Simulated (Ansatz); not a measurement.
# How the geometry moves the gap of CaMoO4 (I4_1/a)

Wanted: the change of the gap of CaMoO4 (I4_1/a) on relaxing cell and ions.

Calculated with Ansatz 0.2.0; r2SCAN, HSE06 and G0W0, plane waves, PAW.

**What was measured.**

- Gap 4.5 ± 0.05 eV: direct optical gap from absorption edge; optical absorption; bulk crystal (thin platelet cleaved from flux-grown single crystal) (“The high-pressure behavior of CaMoO4”, 2017, arxiv:1709.09825).

Report form: the programs' logs are mostly left out.

## (1) The starting structure

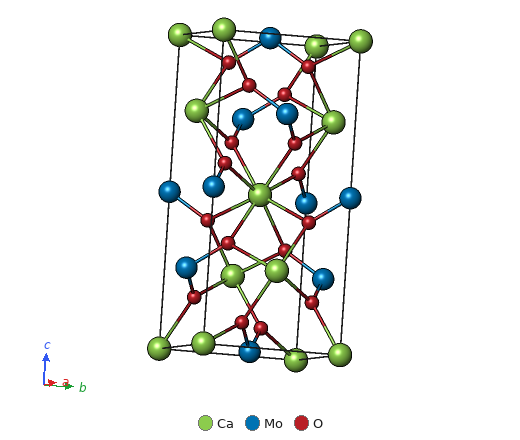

Start, viewed from a free direction; calcium green, molybdenum blue, oxygen red. This picture shows the conventional cell, with its axes. Some periodic images of atoms are drawn too.

The cell and positions come from the Crystallography Open Database and are kept as given unless a step says otherwise. The default PAW set here is soft_2. Its files were made with PBE.

## (2) r2SCAN bands at the given cell

Levels along a band path, at the cheap level, show where the edges lie and whether the meshes to come will hold them.

This step: DFT, r2SCAN, plane waves, PAW.

The input, input.yaml:

```yaml
crystal:
  lattice:
    - [-2.6118, 2.6118, 5.71425]
    - [2.6118, -2.6118, 5.71425]
    - [2.6118, 2.6118, -5.71425]
  atoms:
    - { symbol: Ca, position: [0.75, 0.25, 0.5] }
    - { symbol: Ca, position: [0.0, 0.0, 0.0] }
    - { symbol: Mo, position: [0.25, 0.75, 0.5] }
    - { symbol: Mo, position: [0.5, 0.5, 0.0] }
    - { symbol: O, position: [0.57776, 0.98246, 0.89142] }
    - { symbol: O, position: [0.73246, 0.34104, 0.9047] }
    - { symbol: O, position: [0.09104, 0.68634, 0.10858] }
    - { symbol: O, position: [0.43634, 0.82776, 0.0953] }
    - { symbol: O, position: [0.17224, 0.26754, 0.60858] }
    - { symbol: O, position: [0.01754, 0.90896, 0.5953] }
    - { symbol: O, position: [0.65896, 0.56366, 0.39142] }
    - { symbol: O, position: [0.31366, 0.42224, 0.4047] }
kpoints:
  mp_grid: { grid: [6, 6, 6] }
  band_path:
    path:
      - [[0.0, 0.0, 0.0], [0.0, 0.0, 0.5], [0.25, 0.25, 0.25], [0.0, 0.5, 0.0], [0.0, 0.0, 0.0], [0.5, 0.5, -0.5], [0.30222776, 0.69777224, -0.30222776]]
      - [[-0.30222776, 0.30222776, 0.30222776], [0.0, 0.0, 0.0]]
      - [[0.0, 0.0, 0.5], [-0.10445551, 0.10445551, 0.5]]
      - [[0.5, 0.5, -0.10445551], [0.5, 0.5, -0.5]]
    npoints: 10
hamiltonian:
  xc: r2scan
scf:
  occupations: { method: fermi_dirac, width: 0.02 }
  n_extra_bands: 8
output:
  eigenvalues: true
  forces: true
  stress: true
```

Started as:

```sh
$ ansatz run input.yaml --threads 24 --pin off --max-ram 82944MiB --backend cuda --events-out ev --progress --plain --runs-dir out --devices 1 --max-vram 78GiB
```

The job ended after 2.8 s (1 × NVIDIA GB200 (shared by 2 runs) with 24 threads of Arm Neoverse V2, shared host; peak memory 1.3 GiB).

This step gave:

```
pressure             : 0.4275 GPa
filled bands         : 48
gap                  : 3.849 eV
valence top at       : Γ
conduction bottom at : Γ
least direct gap     : 3.849 eV
```

The gap is direct, at Γ.

## (3) Relaxing cell and ions

Gaps follow bond lengths, so the structure is brought to rest first.

input.yaml, the sections that differ from step 2:

```yaml
kpoints:
  mp_grid: { grid: [6, 6, 6] }
scf:
  occupations: { method: fermi_dirac, width: 0.02 }
relax:
  f_tol: 0.01
  max_steps: 60
  cell: {}
# crystal, hamiltonian: as in step 2
# output: removed
```

Wall time 5.1 s (1 × NVIDIA GB200 (shared by 2 runs) with 24 threads); peak memory 1.1 GiB; 34 s of CPU time.

Step by step:

| step | energy less that of the first step (eV) | largest force component (eV/Å) | pressure (GPa) | volume (Å³) |
| --- | --- | --- | --- | --- |
| 1 | 0.0000 | 0.0830 | 0.43 | 155.92 |
| 2 | -0.0034 | 0.0438 | 0.07 | 155.51 |
| 3 | -0.0040 | 0.0202 | 0.01 | 155.28 |
| 4 | -0.0040 | 0.0011 | 0.01 | 155.43 |
| 5 | -0.0037 | 0.0011 | 0.01 | 155.43 |

The log counts 1 steps on a newly chosen plane-wave basis, not all of them marked here; energy and pressure can jump at such steps.

The run keeps the 8 symmetry operations that it works with, so distortions that break them were not tested.

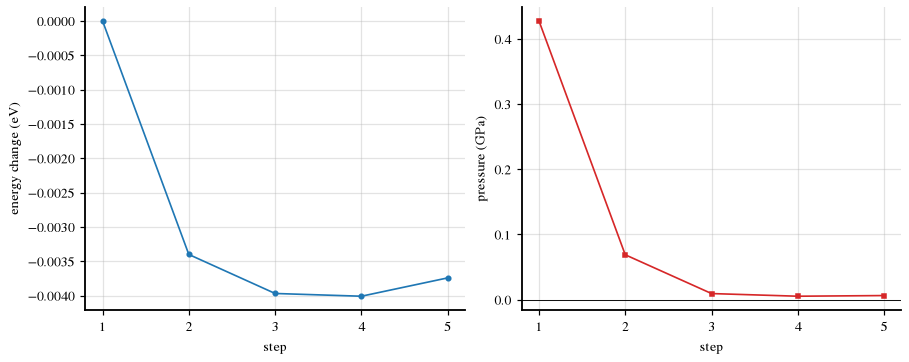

Energy and pressure along the relaxation.

| conventional cell, symmetrised | before | after | change |
| --- | --- | --- | --- |
| a (Å) | 5.224 | 5.226 | +0.1 % |
| b (Å) | 5.224 | 5.226 | +0.1 % |
| c (Å) | 11.428 | 11.380 | -0.4 % |
| volume (Å³/atom) | 12.99 | 12.95 | -0.3 % |

The atoms that moved most (Å, as changes of fractional coordinates times the final cell):

| atom | dx | dy | dz | length |
| --- | --- | --- | --- | --- |
| O11 | 0.013 | -0.005 | -0.004 | 0.014 |
| O5 | 0.013 | -0.005 | 0.004 | 0.014 |
| O10 | -0.005 | -0.013 | -0.004 | 0.014 |
| O9 | -0.013 | 0.005 | -0.004 | 0.014 |
| O12 | 0.005 | 0.013 | -0.004 | 0.014 |
| O8 | -0.005 | -0.013 | 0.004 | 0.014 |
| O7 | -0.013 | 0.005 | 0.004 | 0.014 |
| O6 | 0.005 | 0.013 | 0.004 | 0.014 |

## (4) r2SCAN at the relaxed cell

The input, input.yaml:

```yaml
crystal:
  lattice:
    - [-2.6132424917, 2.6132424917, 5.6901892587]
    - [2.6132424917, -2.6132424917, 5.6901892587]
    - [2.6132424917, 2.6132424917, -5.6901892587]
  atoms:
    - { symbol: Ca, position: [0.75, 0.25, 0.5] }
    - { symbol: Ca, position: [0.0, 0.0, 0.0] }
    - { symbol: Mo, position: [0.25, 0.75, 0.5] }
    - { symbol: Mo, position: [0.5, 0.5, 0.0] }
    - { symbol: O, position: [0.5772811871, 0.9852651805, 0.89297316] }
    - { symbol: O, position: [0.7352651805, 0.3422920205, 0.9079839934] }
    - { symbol: O, position: [0.0922920205, 0.684308027, 0.10702684] }
    - { symbol: O, position: [0.434308027, 0.8272811871, 0.0920160066] }
    - { symbol: O, position: [0.1727188129, 0.2647348195, 0.60702684] }
    - { symbol: O, position: [0.0147348195, 0.9077079795, 0.5920160066] }
    - { symbol: O, position: [0.6577079795, 0.565691973, 0.39297316] }
    - { symbol: O, position: [0.315691973, 0.4227188129, 0.4079839934] }
kpoints:
  mp_grid: { grid: [6, 6, 6] }
  band_path:
    path:
      - [[0.0, 0.0, 0.0], [0.0, 0.0, 0.5], [0.25, 0.25, 0.25], [0.0, 0.5, 0.0], [0.0, 0.0, 0.0], [0.5, 0.5, -0.5], [0.30222776, 0.69777224, -0.30222776]]
      - [[-0.30222776, 0.30222776, 0.30222776], [0.0, 0.0, 0.0]]
      - [[0.0, 0.0, 0.5], [-0.10445551, 0.10445551, 0.5]]
      - [[0.5, 0.5, -0.10445551], [0.5, 0.5, -0.5]]
    npoints: 10
hamiltonian:
  xc: r2scan
scf:
  occupations: { method: fermi_dirac, width: 0.02 }
  n_extra_bands: 8
output:
  eigenvalues: true
  forces: true
  stress: true
```

The job ended after 2.9 s (1 × NVIDIA GB200 (shared by 2 runs) with 24 threads; peak memory 1.3 GiB; 9.6 s of CPU time).

This step gave:

* pressure: 0.006120 GPa
* gap: 3.806 eV
* valence top at: Γ
* conduction bottom at: Γ
* least direct gap: 3.806 eV

The gap is direct, at Γ.

## (5) HSE06 at the relaxed cell

HSE06 mixes in a quarter of exact exchange at short range. Exchange couples all pairs of k points, which makes a full band path dear, so levels are read on the mesh and at chosen points.

This step: DFT, HSE06, plane waves, PAW.

input.yaml: that of step 4 with these lines changed.

```diff
@@ -19,14 +19,18 @@
 kpoints:
-  mp_grid: { grid: [6, 6, 6] }
+  mp_grid: { grid: [4, 4, 4] }
   band_path:
     path:
-      - [[0.0, 0.0, 0.0], [0.0, 0.0, 0.5], [0.25, 0.25, 0.25], [0.0, 0.5, 0.0], [0.0, 0.0, 0.0], [0.5, 0.5, -0.5], [0.30222776, 0.69777224, -0.30222776]]
-      - [[-0.30222776, 0.30222776, 0.30222776], [0.0, 0.0, 0.0]]
-      - [[0.0, 0.0, 0.5], [-0.10445551, 0.10445551, 0.5]]
-      - [[0.5, 0.5, -0.10445551], [0.5, 0.5, -0.5]]
-    npoints: 10
+      - [0.0, 0.0, 0.0]
+      - [0.0, 0.0, 0.5]
+      - [0.25, 0.25, 0.25]
+      - [0.0, 0.5, 0.0]
+      - [0.5, 0.5, -0.5]
+      - [0.30222776, 0.69777224, -0.30222776]
+      - [-0.30222776, 0.30222776, 0.30222776]
+      - [-0.10445551, 0.10445551, 0.5]
+    npoints: 1
 hamiltonian:
-  xc: r2scan
+  xc: hse06
 scf:
-  occupations: { method: fermi_dirac, width: 0.02 }
+  occupations: { method: fixed }
   n_extra_bands: 8
@@ -34,3 +38 @@
   eigenvalues: true
-  forces: true
-  stress: true
```

Elapsed: 9 s, on 1 × NVIDIA GB200 (shared by 2 runs) with 24 threads; peak memory 1.8 GiB.

Numbers from this step:

* gap: 4.885 eV
* valence top at: Γ
* conduction bottom at: Γ
* least direct gap: 4.885 eV

The gap stands +1.08 eV against r2SCAN.

## (6) G0W0 at the relaxed cell

G0W0 replaces the xc potential by the self-energy, built once from these orbitals. Only a window of levels is corrected, while the sums run over the empty bands that the input names.

This step: G0W0 on r2SCAN, plane waves, PAW.

input.yaml: that of step 5 with these lines changed.

```diff
@@ -20,19 +20,11 @@
   mp_grid: { grid: [4, 4, 4] }
-  band_path:
-    path:
-      - [0.0, 0.0, 0.0]
-      - [0.0, 0.0, 0.5]
-      - [0.25, 0.25, 0.25]
-      - [0.0, 0.5, 0.0]
-      - [0.5, 0.5, -0.5]
-      - [0.30222776, 0.69777224, -0.30222776]
-      - [-0.30222776, 0.30222776, 0.30222776]
-      - [-0.10445551, 0.10445551, 0.5]
-    npoints: 1
 hamiltonian:
-  xc: hse06
+  xc: r2scan
 scf:
   occupations: { method: fixed }
-  n_extra_bands: 8
-output:
-  eigenvalues: true
+gw:
+  n_empty_bands: 331
+  ecut_chi: 96
+  qp_bands: [v4, c4]
+  qp_kpoints: band_edges
+  screening: { model: contour_deformation }
```

The job ended after 11 s (1 × NVIDIA GB200 (shared by 2 runs) with 24 threads; peak memory 2.4 GiB; 39 s of CPU time).

Numbers from this step:

| Quantity | Value |
| --- | --- |
| bands summed | 379 |
| RPA ε∞ on this mesh (eigenvalues) | 3.511, 3.511, 3.526 |
| plane waves in the screening matrix | 321 |
| G0W0 gap on the mesh | 5.569 eV |
| k of the valence top | 0, 0, 0 |
| k of the conduction bottom | 0, 0, 0 |
| starting gap on the mesh | 3.806 eV |
| least direct G0W0 gap on the computed points | 5.569 eV |

The gap on the mesh goes from 3.81 eV to 5.57 eV, a correction of +1.76 eV. Between the two edge states, bare exchange in place of the xc potential would open the gap by 10.37 eV, and correlation takes back 8.60 eV.

## (7) G0W0 at the given cell

The input, input.yaml:

```yaml
crystal:
  lattice:
    - [-2.6118, 2.6118, 5.71425]
    - [2.6118, -2.6118, 5.71425]
    - [2.6118, 2.6118, -5.71425]
  atoms:
    - { symbol: Ca, position: [0.75, 0.25, 0.5] }
    - { symbol: Ca, position: [0.0, 0.0, 0.0] }
    - { symbol: Mo, position: [0.25, 0.75, 0.5] }
    - { symbol: Mo, position: [0.5, 0.5, 0.0] }
    - { symbol: O, position: [0.57776, 0.98246, 0.89142] }
    - { symbol: O, position: [0.73246, 0.34104, 0.9047] }
    - { symbol: O, position: [0.09104, 0.68634, 0.10858] }
    - { symbol: O, position: [0.43634, 0.82776, 0.0953] }
    - { symbol: O, position: [0.17224, 0.26754, 0.60858] }
    - { symbol: O, position: [0.01754, 0.90896, 0.5953] }
    - { symbol: O, position: [0.65896, 0.56366, 0.39142] }
    - { symbol: O, position: [0.31366, 0.42224, 0.4047] }
kpoints:
  mp_grid: { grid: [4, 4, 4] }
hamiltonian:
  xc: r2scan
scf:
  occupations: { method: fixed }
gw:
  n_empty_bands: 333
  ecut_chi: 96
  qp_bands: [v4, c4]
  qp_kpoints: band_edges
  screening: { model: contour_deformation }
```

Elapsed: 12 s, on 1 × NVIDIA GB200 (shared by 2 runs) with 24 threads; peak memory 2.5 GiB.

This step gave:

```
bands summed                                 : 381
RPA ε∞ on this mesh (eigenvalues)            : 3.484, 3.484, 3.501
plane waves in the screening matrix          : 329
G0W0 gap on the mesh                         : 5.630 eV
k of the valence top                         : 0, 0, 0
k of the conduction bottom                   : 0, 0, 0
starting gap on the mesh                     : 3.849 eV
least direct G0W0 gap on the computed points : 5.630 eV
```

The gap on the mesh goes from 3.85 eV to 5.63 eV, a correction of +1.78 eV. Between the two edge states, bare exchange in place of the xc potential would open the gap by 10.37 eV, and correlation takes back 8.59 eV.

## (8) Together

G0W0 rows are gaps on the mesh, lowered by the amount that the mesh misses the start's edges, a rough step that assumes the same correction there.

| level | given cell (eV) | relaxed cell (eV) | change (eV) |
| --- | --- | --- | --- |
| r2SCAN | 3.85 | 3.81 | −0.04 |
| HSE06 | - | 4.89 | - |
| G0W0@r2SCAN | 5.63 | 5.57 | −0.06 |

## (9) What came out

| Item | Value |
| --- | --- |
| volume change | −0.3 % |
| r2SCAN, given cell | 3.85 eV |
| r2SCAN, relaxed cell | 3.81 eV |
| HSE06, relaxed cell | 4.89 eV |
| G0W0@r2SCAN, relaxed cell | 5.57 eV |
| G0W0@r2SCAN, given cell | 5.63 eV |
| known limits | not at the basis limit; no spin-orbit coupling |

**Reading.** Relaxation changes the volume by −0.3 % and the gap by −0.04 eV (r2SCAN) and −0.06 eV (G0W0@r2SCAN). Bands and cutoff are finite, so the gap is not at the basis limit. The miss can reach some tenths of an eV and take either sign; the mesh is an error of its own. The many-body steps are scalar-relativistic: spin-orbit coupling is not in them.

[Paths, hosts, dates, memory and timing lines, banners, echoed tables and standing remarks are left out of the program output.]

[Logs are printed without paths, hosts, clocks, repeated set-up lines and the standing remarks that a program may print on its own settings, such as how far it seeks lower states.]

[Runs of the session that timed out or met a known fault of the program may be left out.]

[Cells called generated may have been cut or substituted from an entry of the Crystallography Open Database or the Materials Project.]

[Hosts, paths, dates, database ids (printed as entryN), source tags and the programs' standing remarks are cut or masked in the printed files.]
